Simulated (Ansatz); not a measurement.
System: HfN.

Input

```
crystal:
  lattice:
    - [0.0, 2.28159, 2.259]
    - [2.23641, 0.0, 2.259]
    - [2.23641, 2.28159, 0.0]
  atoms:
    - { symbol: Hf, position: [0.0, 0.0, 0.0] }
    - { symbol: "N", position: [0.5, 0.5, 0.5] }
basis:
  ecutwfc: 500
kpoints:
  mp_grid: { grid: [18, 18, 18] }
hamiltonian:
  xc: r2scan
scf:
  occupations: { method: gaussian, width: 0.15 }
output:
  forces: true
  stress: true
  eigenvalues: true
  write_density: true
  write_potential: true
  elf: true
  volumetric_format: npy
```

Command:

```sh
ansatz run input.yaml --threads 1 --pin off --max-ram 2560MiB --backend cpu --events-out ev --progress --plain --runs-dir out
```

Below, planes, directions and counts refer to the conventional cell (a = 4.47 Å, b = 4.52 Å, c = 4.56 Å, α = 90.00°, β = 90.00°, γ = 90.00°).

Space group Fmmm; changed on purpose from its base cell (strain -0.0100 x Voigt [1, -1, 0, 0, 0, 0], atoms carried along); computed without spin polarisation.

Method: DFT r2SCAN, scalar-relativistic, plane waves, PAW in Ansatz.

What can the converged valence pseudo-density and electron localisation function tell about the bonding?

Answer. Hf–N (2.24 Å): ρ is about 0.54 e/Å³ halfway; the ELF peaks at about 0.80 in the valence shell of N, 0.6 Å from its nucleus, and drops to about 0.15 between the two atoms; no localised pair shows between them.
Hf–Hf (3.18 Å): ρ at the midpoint is about 0.19 e/Å³; the ELF is about 0.15 at the midpoint: no shared electron pair shows on this line.
Hf–N (2.26 Å): ρ is about 0.51 e/Å³ halfway; the ELF peaks at about 0.80 in the valence shell of N, 0.6 Å from its nucleus, and is about 0.15 at the midpoint: no shared electron pair shows on this line.

Metal or insulator at this level of theory?

Answer. It is metallic or semimetallic at this level of theory: no gap opens.

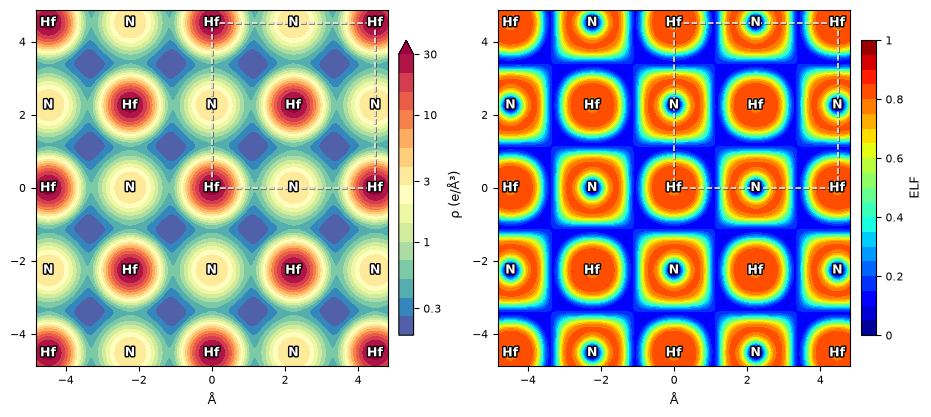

Computed valence pseudo-density and electron localisation function on the (001) plane of the conventional cell, in this order. 
